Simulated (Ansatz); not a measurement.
## Band-structure calculation of Co

Co (P6₃/mmc, 2 atoms in the cell), computed with DFT, PBEsol, PAW with Ansatz's default frozen-core files, scalar-relativistic, spin-polarised (Ansatz 0.2.0).

The structure derives from an entry of the Crystallography Open Database. It belongs to a series of runs on one base structure; here: PAW files in place of LAPW. Figures and captions count atoms from 1; the log counts them from 0 in places.

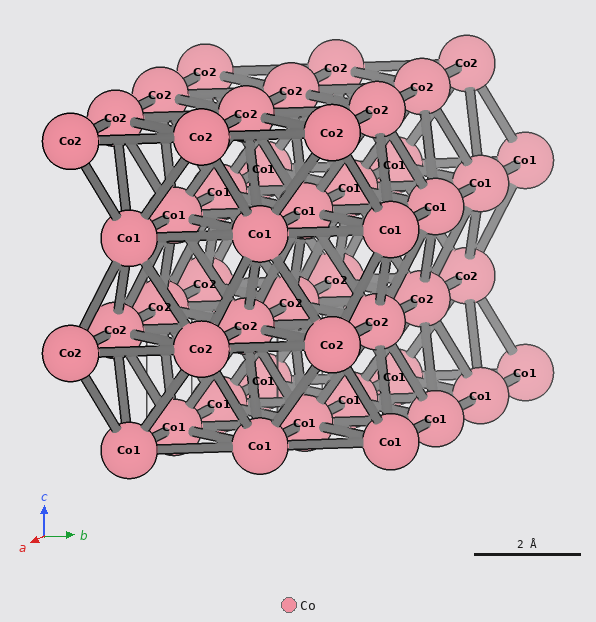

The structure as given in the input (ball-and-stick view of the cell of the calculation, repeated 4 × 3 × 2, seen slightly off an axis; atoms are numbered from 1 in the order of the input).

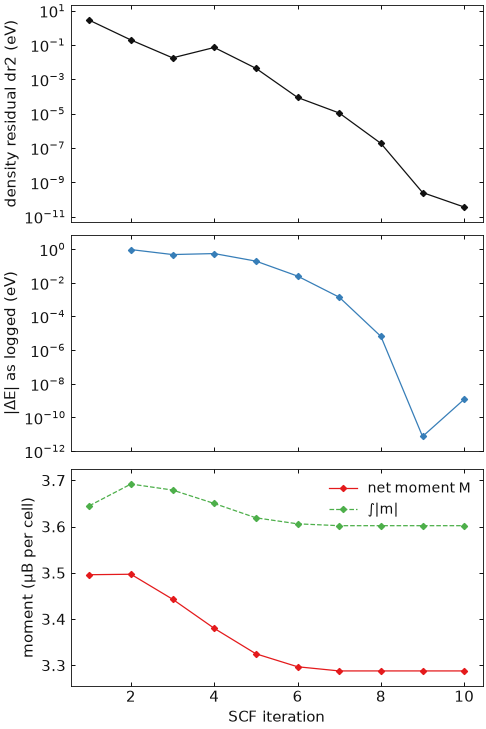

Convergence of the self-consistent field: density residual dr2, size of the energy change and magnetic moment against the SCF iteration. The residual comes down, with one marked jump up, by a factor of about 4, at step 4. The net moment goes from 3.5 to 3.3 μB per cell.

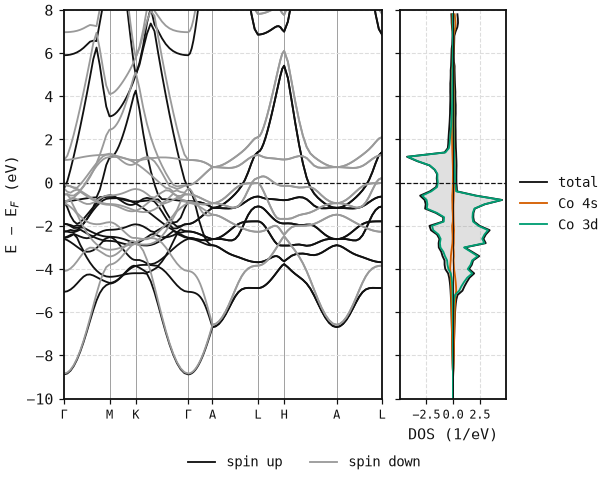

Band structure along Γ–M–K–Γ–A–L–H–A–L and density of states (projected on Löwdin-orthogonalised atomic shells), with energies from the Fermi level. Bands cross the Fermi level: a metal at this level of theory.

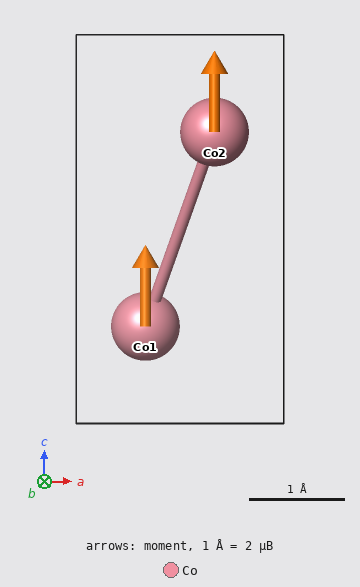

Magnetic moments of the sites as orange arrows (ball-and-stick view of the cell of the calculation, along the b axis; atoms are numbered from 1 in the order of the input); small moments hardly show. The run is collinear, so the axis drawn is arbitrary. Site moments: Co1, Co2 (1.72 μB). They are counted near the atoms and needn't add up to the moment of the cell.

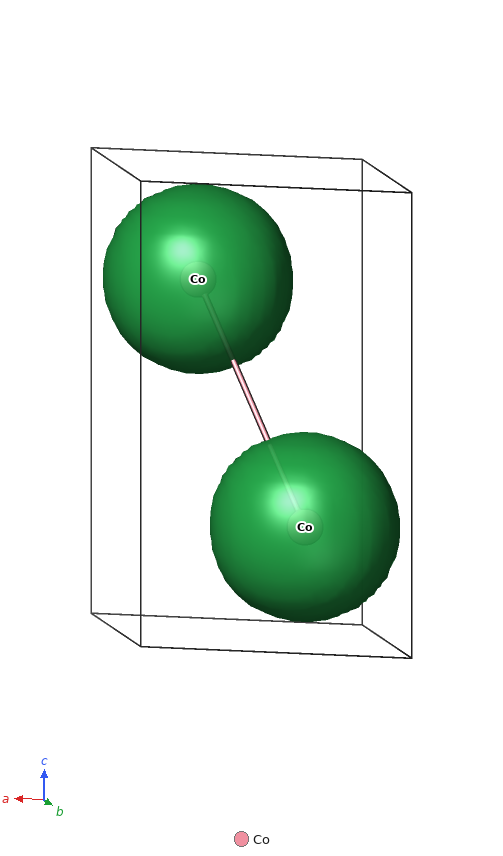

Isosurfaces of the spin density at +0.1 (green) and −0.1 e/Å³ (red), seen at an oblique angle. Sticks mark near contacts. The outline is the cell set on symmetry axes. The cell of the calculation (2 atoms) carries 3.3 μB net. Only one sign reaches the isovalue. The fields are those of the smooth PAW valence density.

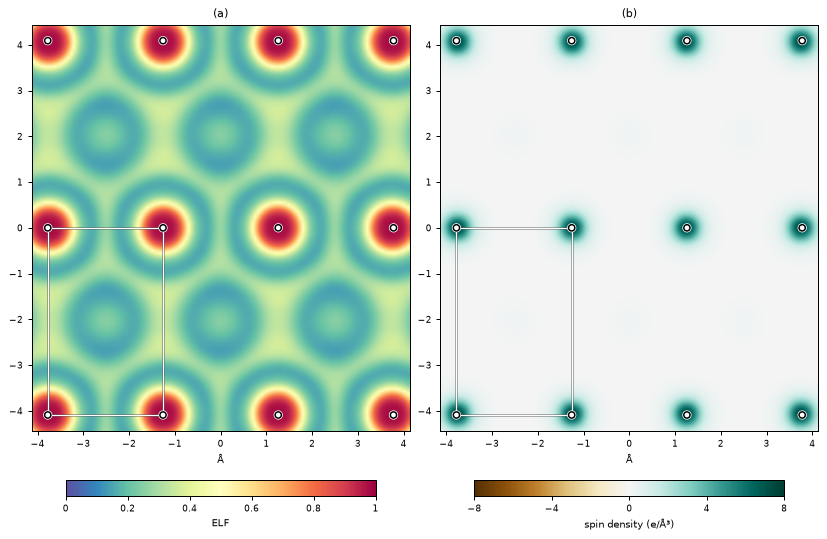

(a) ELF; (b) magnetisation density (up minus down) on the (100) plane of the conventional cell. Circles mark the nuclei in the plane (Co). Atoms in the plane: Co. Co–Co (2.52 Å): the ELF is about 0.25 at the midpoint; no localised pair between them. The strong features right at Co lie inside the PAW spheres (semicore, d or f shells) and say nothing about bonding. The cell of the calculation (2 atoms) carries 3.3 μB net.

These pictures come from the run below.

Input file:
```yaml
crystal:
  lattice:
    - [2.5190008694, 0.0, 0.0]
    - [-1.2595004347, 2.1815187451, 0.0]
    - [0.0, 0.0, 4.091]
  atoms:
    - { symbol: Co, position: [0.3333333333, 0.6666666667, 0.25], spin: 2.0 }
    - { symbol: Co, position: [0.6666666667, 0.3333333333, 0.75], spin: 2.0 }
magnetization:
  spin_polarized: true
kpoints:
  mp_grid: { grid: [19, 19, 10] }
  band_path:
    path:
      - [0.0, 0.0, 0.0]
      - [0.5, 0.0, 0.0]
      - [0.3333333333, 0.3333333333, 0.0]
      - [0.0, 0.0, 0.0]
      - [0.0, 0.0, 0.5]
      - [0.5, 0.0, 0.5]
      - [0.3333333333, 0.3333333333, 0.5]
      - [0.0, 0.0, 0.5]
      - [0.5, 0.0, 0.5]
    npoints: 14
scf:
  occupations: { method: fermi_dirac, width: 0.05 }
hamiltonian:
  xc: pbesol
  pseudopotentials: { kind: paw }
output:
  forces: true
  stress: true
  eigenvalues: true
  efg: { contact_densities: true }
  populations: true
  bader: true
  dos: { projected: true, de: 0.2, e_range: [-14, 8] }
  write_density: true
  write_potential: true
  elf: true
  volumetric_format: npy
```

Command:
```bash
ansatz run input.yaml --threads 1 --pin off --max-ram 3072MiB --backend cpu --events-out ev --progress --plain --runs-dir out
```

Output:
```
Engine: ansatz 0.2.0, aarch64-unknown-linux-gnu
Pseudopotentials: kind: paw
Pseudopotential: Co, paw, valence charge 17, recommended cutoff 420 eV (normal), Co.paw.azcp
Functional definition: PBEsol
  exchange = pbesol_x
  correlation = pbesol_c
Crystal: 2 atoms, lattice volume = 22.481 Å³
Basis set: ecut = 420 eV, 451 PW (Γ), exchange–correlation on 36×36×60 points (8 copies of the dense FFT grid, shifted against one another)
Bands: 23, of which v1, the nominal top of the filled ones, is band 17 counted from 1 (16 counted from 0)
Symmetry: 24 space group operations
Space group: P63/mmc (ITA 194), of the structure as read, at distance tolerance 2.8e-5 Å
Magnetic group: BNS 194.263 (UNI 1493), of the structure as read, at distance tolerance 2.8e-5 Å
k-points: 240 of 3610
Non-local potential: Co, projectors of the file, l = 0: 3, l = 1: 2, l = 2: 3, l = 3: 1
PAW form: soft (Blöchl's): semilocal exchange-correlation on the pseudo side does not see the compensation charge
PAW frozen core: Co, regenerated for the run's functional, and the local potential with it (the file was generated under x = pbe(κ = 0.804, μ = 0.2195149727645171), c = pbe(β = 0.06672455060314922))
PAW one-centre angular grid: Co, 590 points (default); XC on 64 Gauss nodes
Initial density: superposition of atomic densities (chi_scale 0.1, normalization cell)
Starting moments: Σ|m| = 4 μB on 2 of 2 sites
Initial wavefunctions: pseudopotential atomic-orbital guess
Functional: x = pbesol(κ = 0.804, μ = 0.12345679012345678), c = pbesol(β = 0.046)
SCF iter   1: F=—  HF=-10185.601115 eV  |F-HF|=—  |Δ(HF+E_count)|=         —  Δρ=8.52e-2 (↑6.26e-2 ↓8.52e-2)  dr2=2.74e0  dr2_m=5.41e-2  M=3.496 μB ∫|m|=3.645 μB  β_m=0.30  ethr=3.10e-3  ⟨swp⟩=5.5  Hψ=41626  notcnv=0
Mixer restart at iter 1: flushing history
preconditioner: auto → none  [metal: Δε(μ)=0.002 eV  Ē_g=8.861 eV  σ=0.050 eV  W_gap=0.01  n_scr=8 (ndim 8)  ℏωp=33.2 eV  f_vac=0.000  D(μ)=1.68/eV (n_scr^D=22)  sad-step TF]
SCF iter   2: F=—  HF=-10184.686822 eV  |F-HF|=—  |Δ(HF+E_count)|=   9.14e-1  Δρ=3.08e-2 (↑1.10e-2 ↓3.08e-2)  dr2=1.92e-1  dr2_m=5.28e-2  M=3.497 μB ∫|m|=3.692 μB  β_m=0.35  ethr=3.10e-3  ⟨swp⟩=2.5  Hψ=20966  notcnv=0  defer=253
SCF iter   3: F=—  HF=-10185.150432 eV  |F-HF|=—  |Δ(HF+E_count)|=   4.64e-1  Δρ=1.59e-2 (↑1.59e-2 ↓7.07e-3)  dr2=1.75e-2  dr2_m=1.87e-2  M=3.443 μB ∫|m|=3.679 μB  β_m=0.52  ethr=5.64e-4  ⟨swp⟩=2.1  Hψ=15158  notcnv=0  defer=253
SCF iter   4: F=—  HF=-10185.681340 eV  |F-HF|=—  |Δ(HF+E_count)|=   5.31e-1  Δρ=1.42e-2 (↑1.42e-2 ↓1.03e-2)  dr2=7.04e-2  dr2_m=3.10e-3  M=3.380 μB ∫|m|=3.650 μB  β_m=0.52  ethr=5.14e-5  ⟨swp⟩=2.2  Hψ=20705  notcnv=0  defer=253
SCF iter   5: F=—  HF=-10185.870746 eV  |F-HF|=—  |Δ(HF+E_count)|=   1.89e-1  Δρ=3.19e-3 (↑2.95e-3 ↓3.19e-3)  dr2=4.30e-3  dr2_m=5.15e-4  M=3.325 μB ∫|m|=3.619 μB  β_m=0.76  ethr=5.14e-5  ⟨swp⟩=2.0  Hψ=22512  notcnv=0  defer=228
SCF iter   6: F=—  HF=-10185.895158 eV  |F-HF|=—  |Δ(HF+E_count)|=   2.44e-2  Δρ=8.89e-4 (↑6.47e-4 ↓8.89e-4)  dr2=8.61e-5  dr2_m=1.02e-4  M=3.297 μB ∫|m|=3.606 μB  β_m=0.88  ethr=1.26e-5  ⟨swp⟩=2.4  Hψ=21507  notcnv=0  defer=183
SCF iter   7: F=—  HF=-10185.896521 eV  |F-HF|=—  |Δ(HF+E_count)|=   1.36e-3  Δρ=2.33e-4 (↑6.99e-5 ↓2.33e-4)  dr2=1.07e-5  dr2_m=2.33e-6  M=3.288 μB ∫|m|=3.602 μB  β_m=0.94  ethr=2.53e-7  ⟨swp⟩=2.1  Hψ=19206  notcnv=0  defer=170
SCF iter   8: F=—  HF=-10185.896527 eV  |F-HF|=—  |Δ(HF+E_count)|=   6.39e-6  Δρ=2.18e-5 (↑1.93e-5 ↓2.18e-5)  dr2=1.82e-7  dr2_m=1.45e-9  M=3.288 μB ∫|m|=3.602 μB  β_m=0.89  ethr=3.16e-8  ⟨swp⟩=2.0  Hψ=15388  notcnv=0  defer=170
SCF iter   9: F=—  HF=-10185.896527 eV  |F-HF|=—  |Δ(HF+E_count)|=  7.28e-12  Δρ=1.34e-6 (↑1.30e-6 ↓1.34e-6)  dr2=2.49e-10  dr2_m=1.72e-10  M=3.288 μB ∫|m|=3.602 μB  β_m=0.87  ethr=5.37e-10  ⟨swp⟩=2.1  Hψ=18459  notcnv=0  defer=170
SCF iter  10: F=-10185.896527 eV  HF=-10185.896527 eV  |F-HF|=2.73e-11  |Δ(HF+E_count)|=   1.18e-9  Δρ=3.04e-7 (↑3.04e-7 ↓2.67e-7)  dr2=3.56e-11  dr2_m=3.70e-12  M=3.288 μB ∫|m|=3.602 μB  ethr=1.00e-12  ⟨swp⟩=5.2  Hψ=55356  notcnv=0
SCF 1 converged in 10 iterations: F = -10185.896527 eV  dr2 = 3.56e-11
  greatest PAW one-centre occupation: 1.001 electrons in one spin orbital (limit 2), on the Co atom at site 1 (counted from 0), in its partial waves of l = 1
NSCF: frozen V_eff on 113 k-points
SCF converged after 10 iterations
Magnetization: 3.2877 μB (18.6439 up, 15.3561 down)
Absolute magnetization: 3.6025 μB (∫|ρ↑−ρ↓|, with the PAW one-centre terms)
Spin contamination: 0.0551 ħ² per cell (⟨S²⟩ above its minimum at these occupations)
Per-site moments (μB) at R_I (Å): [(1.7159829894184033, 1.0353003893232795), (1.7159829894184038, 1.0353003893232795)]
Free energy (F): -10185.896527 eV
Harris-Foulkes:  -10185.896527 eV  (|F-HF|=2.73e-11)
Internal energy: -10185.881218 eV  (E = F + TS)
E sigma→0 (E₀):  -10185.888872 eV
Entropy (-TS):   -0.015310 eV (-7.655 meV/atom)
Fermi energy:    17.739984 eV
--- Per-component energies (eV) ---
  E_band       = -515.752929
  E_kinetic    = 904.955357
  E_local      = -5764.489602  (includes V_loc(G=0)·N_el)
  E_nonlocal   = 911.456383
  E_hartree    = 2406.415653
  E_xc         = -314.478314
  E_vxc        = -407.653511  (∫ρ·V_xc dr)
  E_paw        = -2964.658563  (= ΣΔE_a)
  E_vpaw       = -972.852457  (= ΣTr[D̂ρ^β])
  E_aug_tail   = 0.000128  (compensation charges beyond the density's cutoff)
  E_ewald      = -5365.459098
  E_core_change = 0.376838  (= ΣΔE_core)
  E_smearing   = -0.015310  (= −TS)
  E_closure    = 0.000000  (closes the sum)
  Σ components = -10185.896527   (vs F -10185.896527, Δ=0.00e0)
--- Forces (eV/Å), atoms counted from 1 ---
  atom   1  Co     0.00000000     0.00000000     0.00000000
  atom   2  Co    -0.00000000    -0.00000000     0.00000000
  max |Σ_I F_I| component: 0.00e0 eV/Å
--- Stress (GPa, compression-positive) ---
      -15.686089       0.000000       0.000000
        0.000000     -15.686089       0.000000
        0.000000       0.000000     -17.010990
  P = ⅓ Tr σ = -16.1277 GPa (-161.277 kbar)
--- PAW observables at the nuclei: V_zz in 10²¹ V/m², potentials from the cell's mean, atoms counted from 1 ---
  atom   1  Co V_zz =    -0.189668   η = 0.0000   by run symmetry: allowed
            electrostatic potential = -3391.737275 V   contact ρ = 114444.058462 e/Å³   contact ρ_s (e/Å³): all electrons -3.508808, valence +1.128792
  atom   2  Co V_zz =    -0.189668   η = 0.0000   by run symmetry: allowed
            electrostatic potential = -3391.737275 V   contact ρ = 114444.058462 e/Å³   contact ρ_s (e/Å³): all electrons -3.508808, valence +1.128792
--- Band table (eV; the first three rows and the last of 480) ---
  k-point 0 ↑: bands = ["-78.0128", "-77.9642", "-41.5298", "-41.2766", "-41.2766", "-41.2390", "-41.2345", "-41.2345", "8.8625", "12.6856", "15.1424", "15.1870", "15.1870", "15.4815", "15.4815", "15.8291", "15.8291", "16.8736", "16.8736", "17.4766", "23.6414", "39.2053", "41.3128"]
  k-point 1 ↑: bands = ["-78.0115", "-77.9654", "-41.5227", "-41.2755", "-41.2755", "-41.2462", "-41.2356", "-41.2356", "8.9605", "12.6609", "15.1177", "15.1607", "15.1607", "15.4556", "15.4556", "15.8894", "15.8894", "16.8684", "16.8684", "17.0767", "24.2401", "39.1760", "41.4020"]
  k-point 2 ↑: bands = ["-78.0081", "-77.9689", "-41.5024", "-41.2726", "-41.2726", "-41.2671", "-41.2386", "-41.2386", "9.2504", "12.5559", "15.0488", "15.1114", "15.1114", "15.3861", "15.3861", "16.0368", "16.0368", "16.2355", "16.8469", "16.8469", "25.7046", "38.8296", "39.7419"]
  k-point 239 ↓: bands = ["-75.8760", "-75.8760", "-39.4517", "-39.4517", "-39.3822", "-39.3822", "-39.2584", "-39.2584", "15.1047", "15.1047", "15.4741", "15.4741", "16.0641", "16.0641", "17.5932", "17.5932", "18.8212", "18.8212", "23.5489", "23.5489", "25.7545", "25.7545", "27.6141"]
--- Löwdin populations: 2 sites ---
  site symbol       q [e]    m [muB]
     0     Co     16.7762     1.7085
     1     Co     16.7762     1.7085
  spilling = 0.013166 (of n_electrons = 34.000000)
--- Bader charges: 2 sites ---
  site symbol  charge [e]  shift [e]    m [muB]
     0     Co      0.0000     0.0000     1.6439
     1     Co      0.0000     0.0000     1.6439
  estimated error of the sums over rays = 1.8e-5 e
```

File bader_charges.tsv:
```
# site	symbol	x_ang	y_ang	z_ang	partial_charge_e	electrons	volume_ang3	relative_density_drop	shared_charge_e	partial_wave_shift_e	spin_moment_mub
# quadrature_error_electrons = 1.8e-5
0	Co	0.0000	1.4543	1.0228	0.00000	27.00000	11.24	-	0.00000	0.00000	1.64386
1	Co	1.2595	0.7272	3.0683	0.00000	27.00000	11.24	-	0.00000	0.00000	1.64386
```

File populations.tsv:
```
# site	symbol	l	j	q_up	q_dn
# orbitals = lowdin
# n_electrons = 34.000000
# spilling = 0.013166
0	Co	0_3S	-	0.994272	0.994566
0	Co	0_4S	-	0.464953	0.499945
0	Co	1_3P	-	2.998885	2.998796
0	Co	2_3D	-	4.784247	3.040514
1	Co	0_3S	-	0.994272	0.994566
1	Co	0_4S	-	0.464953	0.499945
1	Co	1_3P	-	2.998885	2.998796
1	Co	2_3D	-	4.784247	3.040514
```

File rho_z.tsv:
```
# z_ang	rho[e/angstrom^3]	rho_spin[e/angstrom^3]
# format = ansatz-planar-average/11
# lattice	2.519000869	0.000000000	0.000000000
# lattice	-1.259500435	2.181518745	0.000000000
# lattice	0.000000000	0.000000000	4.091000000
# sites	2
# site	27	0.000000000	1.454345830	1.022750000
# site	27	1.259500435	0.727172915	3.068250000
0.000000	2.955072e-1	-1.011530e-2
0.136367	3.166073e-1	-5.714064e-3
0.272733	4.014228e-1	9.570461e-3
0.409100	6.056790e-1	3.920924e-2
0.545467	1.038820e0	9.144510e-2
0.681833	1.848679e0	1.856912e-1
0.818200	3.009279e0	3.284084e-1
0.954567	3.974642e0	4.532792e-1
1.090933	3.974642e0	4.532792e-1
1.227300	3.009279e0	3.284084e-1
1.363667	1.848679e0	1.856912e-1
1.500033	1.038820e0	9.144510e-2
1.636400	6.056790e-1	3.920924e-2
1.772767	4.014228e-1	9.570461e-3
1.909133	3.166073e-1	-5.714064e-3
2.045500	2.955072e-1	-1.011530e-2
2.181867	3.166073e-1	-5.714064e-3
2.318233	4.014228e-1	9.570461e-3
2.454600	6.056790e-1	3.920924e-2
2.590967	1.038820e0	9.144510e-2
2.727333	1.848679e0	1.856912e-1
2.863700	3.009279e0	3.284084e-1
3.000067	3.974642e0	4.532792e-1
3.136433	3.974642e0	4.532792e-1
3.272800	3.009279e0	3.284084e-1
3.409167	1.848679e0	1.856912e-1
3.545533	1.038820e0	9.144510e-2
3.681900	6.056790e-1	3.920924e-2
3.818267	4.014228e-1	9.570461e-3
3.954633	3.166073e-1	-5.714064e-3
```

File v_z.tsv:
```
# z_ang	v_es[eV]	v_tot_up[eV]	v_tot_dn[eV]
# format = ansatz-planar-average/11
# xc	pbesol
# density_cutoff_ev	1680
# datasets	Co=:simpson_from_first_knot:soft:shift=-648408
# lattice	2.519000869	0.000000000	0.000000000
# lattice	-1.259500435	2.181518745	0.000000000
# lattice	0.000000000	0.000000000	4.091000000
# sites	2
# site	27	0.000000000	1.454345830	1.022750000
# site	27	1.259500435	0.727172915	3.068250000
0.000000	1.744626e1	6.801114e0	6.428645e0
0.136367	1.667509e1	5.846494e0	5.564973e0
0.272733	1.430453e1	2.904665e0	2.822127e0
0.409100	1.060165e1	-1.711308e0	-1.610841e0
0.545467	6.366923e0	-7.062589e0	-6.857373e0
0.681833	2.463806e0	-1.212248e1	-1.188459e1
0.818200	-4.764548e-1	-1.604027e1	-1.580279e1
0.954567	-2.052389e0	-1.818148e1	-1.794985e1
1.090933	-2.052389e0	-1.818148e1	-1.794985e1
1.227300	-4.764548e-1	-1.604027e1	-1.580279e1
1.363667	2.463806e0	-1.212248e1	-1.188459e1
1.500033	6.366923e0	-7.062589e0	-6.857373e0
1.636400	1.060165e1	-1.711308e0	-1.610841e0
1.772767	1.430453e1	2.904665e0	2.822127e0
1.909133	1.667509e1	5.846494e0	5.564973e0
2.045500	1.744626e1	6.801114e0	6.428645e0
2.181867	1.667509e1	5.846494e0	5.564973e0
2.318233	1.430453e1	2.904665e0	2.822127e0
2.454600	1.060165e1	-1.711308e0	-1.610841e0
2.590967	6.366923e0	-7.062589e0	-6.857373e0
2.727333	2.463806e0	-1.212248e1	-1.188459e1
2.863700	-4.764548e-1	-1.604027e1	-1.580279e1
3.000067	-2.052389e0	-1.818148e1	-1.794985e1
3.136433	-2.052389e0	-1.818148e1	-1.794985e1
3.272800	-4.764548e-1	-1.604027e1	-1.580279e1
3.409167	2.463806e0	-1.212248e1	-1.188459e1
3.545533	6.366923e0	-7.062589e0	-6.857373e0
3.681900	1.060165e1	-1.711308e0	-1.610841e0
3.818267	1.430453e1	2.904665e0	2.822127e0
3.954633	1.667509e1	5.846494e0	5.564973e0
```

Results in brief:

- outcome: converged
- space group (tolerance 0.01 Å): P6₃/mmc (194)
- electrons treated: 34
- free energy: −10185.8965 eV
- Fermi energy: 17.740 eV
- net moment of the cell: 3.29 μB
- integrated absolute moment: 3.60 μB
- pressure: −16.13 GPa
- field gradient V_zz (10²¹ V/m²): Co −0.19, Co −0.19
- electronic character: metal
- largest force (length of the vector): under 0.001 eV/Å
- hardware: 1 thread of Arm Neoverse V1, 24 GiB of memory available, shared host
- wall time: 38 s
- peak memory: 0.49 GiB

Remarks:

The cell is under a tension of 16.1 GPa at this level, so it is not at its equilibrium volume.
